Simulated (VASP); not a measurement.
Geometry relaxation, with input and output: PtTe2 (part 2 of 3)

The same run, continued: PtTe2 (3 atoms in the cell); Kohn-Sham DFT of a periodic cell, PBE with D3(BJ), VASP PAW PBE potentials, recommended, no spin polarisation (VASP 6.6.1); cutoff 600 eV, 12×12×8 k-mesh, Gaussian smearing of 0.1 eV. The structure derives from an entry of the Crystallography Open Database.

Geometry of the input (Å; fractional positions):
```
4.0530  0.0000  0.0000
-2.0265  3.5100  0.0000
0.0000  0.0000  5.1327
Te 0.3333  0.6667  0.2644
Te 0.6667  0.3333  0.7356
Pt 0.0000  0.0000  0.0000
```

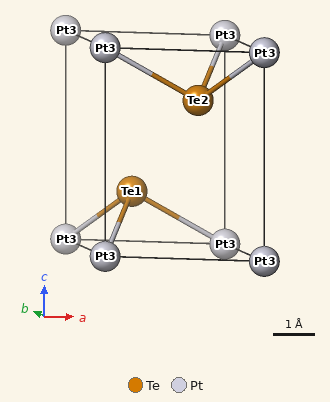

**Figure 1.** The input geometry (ball-and-stick view of the cell of the calculation, seen slightly off an axis; atoms are numbered from 1 in the order of the input). An atom can appear more than once, as a periodic image.

## Parts of OUTCAR, continued
```
   k-points           NKPTS =    131   k-points in BZ     NKDIM =    131   number of bands    NBANDS=     15
   number of dos      NEDOS =    301   number of ions     NIONS =      3
   total plane-waves  NPLWV =  43008
   dimension x,y,z NGX =    32 NGY =   32 NGZ =   42
   dimension x,y,z NGXF=    64 NGYF=   64 NGZF=   84
   ions per type =               2   1
   NGX,Y,Z   is equivalent  to a cutoff of  13.13, 13.13, 13.60 a.u.
   NGXF,Y,Z  is equivalent  to a cutoff of  26.25, 26.25, 27.21 a.u.
 SYSTEM =  unknown system
   PREC   = accura    normal or accurate (medium, high low for compatibility)
   ISTART =      0    job   : 0-new  1-cont  2-samecut
   ICHARG =      2    charge: 1-file 2-atom 10-const
   ISPIN  =      1    spin polarized calculation?
   LNONCOLLINEAR =      F non collinear calculations
   LSORBIT =      F    spin-orbit coupling
   LASPH  =      T    aspherical Exc in radial PAW
   ENCUT  =  600.0 eV  44.10 Ry    6.64 a.u.   8.09  8.09 10.25*2*pi/ulx,y,z
   NELM   =    100;   NELMIN=  2; NELMDL= -5     # of ELM steps
   EDIFF  = 0.1E-05   stopping-criterion for ELM
   LREAL  =      F    real-space projection
   EDIFFG = -.5E-02   stopping-criterion for IOM
   NSW    =    100    number of steps for IOM
   IBRION =      2    ionic relax: 0-MD 1-quasi-New 2-CG
   NFREE  =      1    steps in history (QN), initial steepest desc. (CG)
   ISIF   =      3    stress and relaxation
   ISYM   =      2    0-nonsym 1-usesym 2-fastsym
   POTIM  = 0.5000    time-step for ionic-motion
   TEBEG  =    0.0;   TEEND  =   0.0 temperature during run
   PSTRESS=    0.0 pullay stress
   NELECT =      22.0000    total number of electrons
   NUPDOWN=      -1.0000    fix difference up-down
   EMIN   =  10.00;   EMAX   =-10.00  energy-range for DOS
   EFERMI =   0.00;   METHOD = LEGACY
   ISMEAR =     0;   SIGMA  =   0.10  broadening in eV -4-tet -1-fermi 0-gaus
   EFERMI_NEDOS =   21; number of points for ismear=-14 and -15
   IALGO  =     68    algorithm
   IMIX   =      4    mixing-type and parameters
     AMIX     =   0.40;   BMIX     =  1.00
     AMIX_MAG =   1.60;   BMIX_MAG =  1.00
  volume/ion in A,a.u.               =      24.34       164.25
  Fermi-wavevector in a.u.,A,eV,Ry     =   1.097502  2.073977 16.388349  1.204510
  Thomas-Fermi vector in A             =   2.233863
   LORBIT       =      0    0 simple, 1 ext, 2 COOP (PROOUT), +10 PAW based schemes
   GGA     = PE    functional components
   LHFCALC =     F    Hartree Fock is set to
   AEXX    =    0.0000 exact exchange contribution
   IVDW    =    12    specifies the selected vdW correction
   LEPSILON=     F    determine dielectric tensor
   LRPA    =     F    only Hartree local field effects (RPA)
 conjugate gradient relaxation of ions
 non-spin polarized calculation
 RMM-DIIS sequential band-by-band and
 Gauss-broadening in eV      SIGMA  =   0.10
  energy-cutoff  :      600.00
  volume of cell :       73.02
 maximum number of plane-waves:      2456
   NGX = 17   NGY = 17   NGZ = 21

--------------------------------------- Ionic step        1  -------------------------------------------

 number of electron      21.9999999 magnetization

 Free energy of the ion-electron system (eV)
  ---------------------------------------------------
  ext. energy  EPLUGINS =         0.00000000
  ---------------------------------------------------
  free energy    TOTEN  =       -13.53230489 eV

  energy without entropy =      -13.52522667  energy(sigma->0) =      -13.52876578

------------------------ aborting loop because EDIFF is reached ----------------------------------------

 Edisp (eV)   -1.68359

 E8    (eV) :    -0.7727

  FORCE on cell =-STRESS in cart. coord.  units (eV):
  Direction    XX          YY          ZZ          XY          YZ          ZX
  --------------------------------------------------------------------------------------
  -------------------------------------------------------------------------------------
  Total      -0.14081    -0.14081    -0.22222    -0.00000    -0.00000     0.00000
  in kB      -3.08958    -3.08958    -4.87607    -0.00000    -0.00000     0.00000
  external pressure =       -3.69 kB  Pullay stress =        0.00 kB

 VOLUME and BASIS-vectors are now :
 -----------------------------------------------------------------------------
  energy-cutoff  :      600.00
  volume of cell :       73.02
      direct lattice vectors                 reciprocal lattice vectors
     4.053022795  0.000000000  0.000000000     0.246729429  0.142449302  0.000000000
    -2.026511397  3.510020702  0.000000000     0.000000000  0.284898605  0.000000000
     0.000000000  0.000000000  5.132665917     0.000000000  0.000000000  0.194830526

 POSITION                                       TOTAL-FORCE (eV/Angst)
 -----------------------------------------------------------------------------------
     -0.00000      2.34001      1.35733         0.000000      0.000000      0.065300
      2.02651      1.17001      3.77534        -0.000000      0.000000     -0.065300
      0.00000      0.00000      0.00000         0.000000      0.000000      0.000000
 -----------------------------------------------------------------------------------
    total drift:                               -0.000000     -0.000000     -0.000000

  FREE ENERGIE OF THE ION-ELECTRON SYSTEM (eV)
  ---------------------------------------------------
  free  energy   TOTEN  =       -15.2158964864 eV

  energy  without entropy=      -15.2088182689  energy(sigma->0) =      -15.21235738

--------------------------------------- Ionic step        2  -------------------------------------------

 number of electron      21.9999999 magnetization

------------------------ aborting loop because EDIFF is reached ----------------------------------------

 Edisp (eV)   -1.69764

 E8    (eV) :    -0.7791

  FORCE on cell =-STRESS in cart. coord.  units (eV):
  Direction    XX          YY          ZZ          XY          YZ          ZX
  --------------------------------------------------------------------------------------
  -------------------------------------------------------------------------------------
  Total       0.21919     0.21919     0.06451     0.00000    -0.00000     0.00000
  in kB       4.84878     4.84878     1.42695     0.00000    -0.00000     0.00000
  external pressure =        3.71 kB  Pullay stress =        0.00 kB

 VOLUME and BASIS-vectors are now :
 -----------------------------------------------------------------------------
  energy-cutoff  :      600.00
  volume of cell :       72.43
      direct lattice vectors                 reciprocal lattice vectors
     4.043845604 -0.000000000  0.000000000     0.247289362  0.142772580  0.000000000
    -2.021922802  3.502073022 -0.000000000     0.000000000  0.285545160  0.000000000
     0.000000000 -0.000000000  5.114324017    -0.000000000 -0.000000000  0.195529262

 POSITION                                       TOTAL-FORCE (eV/Angst)
 -----------------------------------------------------------------------------------
     -0.00000      2.33472      1.35562         0.000000     -0.000000      0.106599
      2.02192      1.16736      3.75871        -0.000000      0.000000     -0.106599
      0.00000     -0.00000      0.00000         0.000000      0.000000      0.000000
 -----------------------------------------------------------------------------------
    total drift:                                0.000000     -0.000000      0.000000

  FREE ENERGIE OF THE ION-ELECTRON SYSTEM (eV)
  ---------------------------------------------------
  free  energy   TOTEN  =       -15.2166208848 eV

  energy  without entropy=      -15.2095876193  energy(sigma->0) =      -15.21310425

--------------------------------------- Ionic step        3  -------------------------------------------

 number of electron      21.9999999 magnetization

------------------------ aborting loop because EDIFF is reached ----------------------------------------

 Edisp (eV)   -1.69483

 E8    (eV) :    -0.7778

  FORCE on cell =-STRESS in cart. coord.  units (eV):
  Direction    XX          YY          ZZ          XY          YZ          ZX
  --------------------------------------------------------------------------------------
  -------------------------------------------------------------------------------------
  Total       0.14759     0.14759     0.00466     0.00000     0.00000    -0.00000
  in kB       3.25965     3.25965     0.10290     0.00000     0.00000    -0.00000
  external pressure =        2.21 kB  Pullay stress =        0.00 kB

 VOLUME and BASIS-vectors are now :
 -----------------------------------------------------------------------------
  energy-cutoff  :      600.00
  volume of cell :       72.55
      direct lattice vectors                 reciprocal lattice vectors
     4.045671322 -0.000000000  0.000000000     0.247177766  0.142708150  0.000000000
    -2.022835661  3.503654141 -0.000000000     0.000000000  0.285416300  0.000000000
     0.000000000 -0.000000000  5.117972971    -0.000000000 -0.000000000  0.195389856

 POSITION                                       TOTAL-FORCE (eV/Angst)
 -----------------------------------------------------------------------------------
     -0.00000      2.33577      1.35596         0.000000     -0.000000      0.098195
      2.02284      1.16788      3.76202        -0.000000      0.000000     -0.098195
     -2.02284      3.50365     -0.00000         0.000000     -0.000000      0.000000
 -----------------------------------------------------------------------------------
    total drift:                               -0.000000     -0.000000     -0.000000

  FREE ENERGIE OF THE ION-ELECTRON SYSTEM (eV)
  ---------------------------------------------------
  free  energy   TOTEN  =       -15.2166623530 eV

  energy  without entropy=      -15.2096175159  energy(sigma->0) =      -15.21313993

--------------------------------------- Ionic step        4  -------------------------------------------

 number of electron      21.9999999 magnetization

------------------------ aborting loop because EDIFF is reached ----------------------------------------

 Edisp (eV)   -1.69767

 E8    (eV) :    -0.7792

  FORCE on cell =-STRESS in cart. coord.  units (eV):
  Direction    XX          YY          ZZ          XY          YZ          ZX
  --------------------------------------------------------------------------------------
  -------------------------------------------------------------------------------------
  Total       0.10532     0.10532    -0.01067     0.00000     0.00000     0.00000
  in kB       2.32952     2.32952    -0.23597     0.00000     0.00000     0.00000
  external pressure =        1.47 kB  Pullay stress =        0.00 kB

 VOLUME and BASIS-vectors are now :
 -----------------------------------------------------------------------------
  energy-cutoff  :      600.00
  volume of cell :       72.44
      direct lattice vectors                 reciprocal lattice vectors
     4.046342363 -0.000000000  0.000000000     0.247136774  0.142684483  0.000000000
    -2.023171182  3.504235279 -0.000000000     0.000000000  0.285368967  0.000000000
     0.000000000 -0.000000000  5.108490908    -0.000000000  0.000000000  0.195752526

 POSITION                                       TOTAL-FORCE (eV/Angst)
 -----------------------------------------------------------------------------------
     -0.00000      2.33616      1.35784         0.000000     -0.000000      0.063561
      2.02317      1.16808      3.75065        -0.000000      0.000000     -0.063561
      0.00000     -0.00000      5.10849         0.000000     -0.000000      0.000000
 -----------------------------------------------------------------------------------
    total drift:                                0.000000     -0.000000      0.000000

  FREE ENERGIE OF THE ION-ELECTRON SYSTEM (eV)
  ---------------------------------------------------
  free  energy   TOTEN  =       -15.2174245087 eV

  energy  without entropy=      -15.2104108334  energy(sigma->0) =      -15.21391767

--------------------------------------- Ionic step        5  -------------------------------------------

 number of electron      21.9999998 magnetization

------------------------ aborting loop because EDIFF is reached ----------------------------------------

 Edisp (eV)   -1.70369

 E8    (eV) :    -0.7820

  FORCE on cell =-STRESS in cart. coord.  units (eV):
  Direction    XX          YY          ZZ          XY          YZ          ZX
  --------------------------------------------------------------------------------------
  -------------------------------------------------------------------------------------
  Total       0.03530     0.03530    -0.00810     0.00000     0.00000     0.00000
  in kB       0.78333     0.78333    -0.17976     0.00000     0.00000     0.00000
  external pressure =        0.46 kB  Pullay stress =        0.00 kB

 VOLUME and BASIS-vectors are now :
 -----------------------------------------------------------------------------
  energy-cutoff  :      600.00
  volume of cell :       72.20
      direct lattice vectors                 reciprocal lattice vectors
     4.047761240 -0.000000000  0.000000000     0.247050145  0.142634468  0.000000000
    -2.023880620  3.505464063 -0.000000000     0.000000000  0.285268935  0.000000000
     0.000000000 -0.000000000  5.088441635    -0.000000000  0.000000000  0.196523822

 POSITION                                       TOTAL-FORCE (eV/Angst)
 -----------------------------------------------------------------------------------
     -0.00000      2.33698      1.36177        -0.000000      0.000000     -0.010727
      2.02388      1.16849      3.72667         0.000000     -0.000000      0.010727
     -2.02388      3.50546     -0.00000        -0.000000      0.000000      0.000000
```
